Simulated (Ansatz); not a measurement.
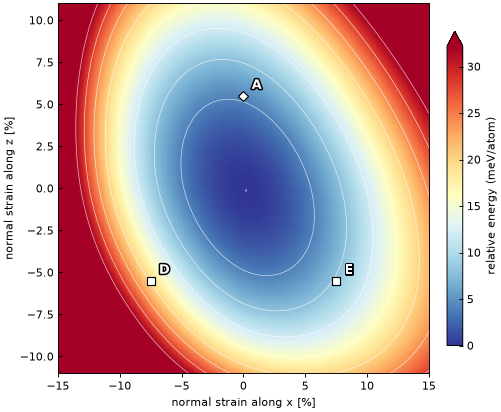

Rb (Cmcm, No. 63; 2 atoms in the cell). The energy is mapped over two homogeneous strains (x along [1 0 0], y along [0 1 0], z along [0 0 1] of the conventional cell). The first coordinate is: normal strain along x; the second: normal strain along z. Nothing is relaxed (fractional coordinates fixed). The scan uses a 5 × 5 grid. Points are written as (first, second). Energies: meV/atom, counted from the lowest grid point. These are results of Ansatz, DFT PBE+D3(BJ), scalar-relativistic, plane waves, PAW, not measurements. Settings: cutoff 420 eV, k-mesh 10×10×6 in the order of the run's cell vectors, gaussian smearing 0.15 eV, no spin polarisation.

The picture shows a smooth colour map with a few white contour lines, one colour for all values above the top of the scale, lettered points. Between grid points the surface is interpolated.

**Rank the lettered points by energy, lowest first.**

A (4.5 meV/atom), E (8.4 meV/atom), D (19.6 meV/atom).
